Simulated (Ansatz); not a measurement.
**SiC, zinc blende: band edges under a change of volume**

How fast do the gaps move when the cell is scaled evenly? The geometries come from the semilocal relaxation.

Calculated with Ansatz 0.2.0, HSE06, PAW files of the set soft_1, cutoff 600 eV, Fermi–Dirac smearing 0.02 eV, k-mesh 7×7×7, no spin polarisation, no spin-orbit coupling.

Reference cell, relaxed at zero pressure with PBEsol (F-43m): a = 3.0807 Å, b = 3.0807 Å, c = 3.0807 Å, α = 60.00°, β = 60.00°, γ = 60.00°.

```
atom       x       y       z
  Si  0.0000  0.0000  0.0000
   C  0.7500  0.7500  0.7500
```

Levels are read on the k-mesh and along lines from Γ to X = (0.5, 0, 0.5), L = (0.5, 0.5, 0.5), K = (0.375, 0.375, 0.75) and W = (0.5, 0.25, 0.75) in the reciprocal basis of this cell (the letters only name these points), and count from the highest filled level.

| ln(V/V0) | gap (eV) | direct gap at Γ (eV) | lowest empty at X (eV) |
| --- | --- | --- | --- |
| −0.0619 | 2.188 | 8.291 | 2.188 |
| −0.0202 | 2.216 | 7.768 | 2.216 |
| 0.0000 | 2.228 | 7.515 | 2.228 |
| 0.0198 | 2.240 | 7.268 | 2.240 |
| 0.0392 | 2.250 | 7.027 | 2.250 |
| 0.0583 | 2.260 | 6.790 | 2.260 |

**Question.** Fit the lowest empty level at X and give it at ln(V/V0) = −0.0408, a row left out above.

A straight line through the 6 rows: the means are 0.005867 for ln(V/V0) and 2.2303 for the level, Σ(Δx)² = 0.009361 and ΣΔxΔy = 0.005602, so the slope is 0.005602/0.009361 = 0.5984 and the intercept 2.2303 − (0.5984)(0.005867) = 2.2268.

The slope is the volume deformation potential of this gap, 0.60 eV, as a mean over the range. The line gives 2.202 eV. The run itself gives 2.202 eV, so the estimate misses by 0.000 eV, a rounding's worth.

The gap lies below the direct one at Γ in every row.

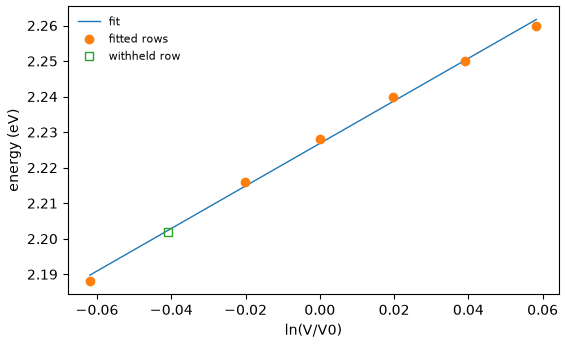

The fitted law, the rows behind it and the withheld row.

[Logs are printed without paths, hosts, clocks, repeated set-up lines and the standing remarks that a program may print on its own settings, such as how far it seeks lower states.]
